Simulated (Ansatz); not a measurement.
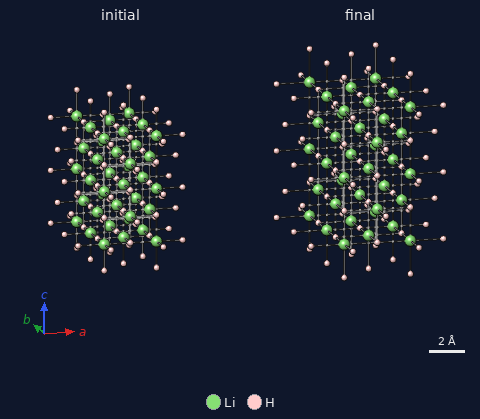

The structure of solid LiH (built on the rocksalt type) before (left) and after (right) a relaxation, at one scale.

Style: ball-and-stick. Shown: the conventional cell (4 times the calculation's cell), repeated 1 × 2 × 2 with one cell outlined, slightly off an axis. Lengths and directions refer to the drawn axes.

Method: Ansatz, DFT, PBE, plane waves, PAW. (plane-wave cutoff 420 eV; k-point mesh 12 × 12 × 12; occupations fermi dirac; smearing width 0.02 eV; no spin polarisation; cell and atoms relaxed; force threshold 0.005 eV/Å)

> What changed between the two?

The energy falls by 1.244 eV per cell of the calculation in 8 accepted moves (10 points after the start). All forces vanish by symmetry, so only the cell relaxes. The pressure goes from 82.76 to 0.03 GPa. The SCF was repeated twice at an unchanged geometry on a basis and grid sized afresh for the cell, which shifted the energy by 50.7 meV per cell of the calculation at most. The atoms keep their places relative to the cell (all moves are under 0.005 Å). Cell: a = b = c 3.168 → 4.006 Å (+26.5 %). Volume +102.3 %. Among the contacts that change: Li–Li 2.240 → 2.833 Å, H–Li 1.584 → 2.003 Å. The space group stays Fm-3m (No. 225). The run took 3.5 s on 2 threads of Arm Neoverse V1, on a shared host, peak memory 0.26 GiB.
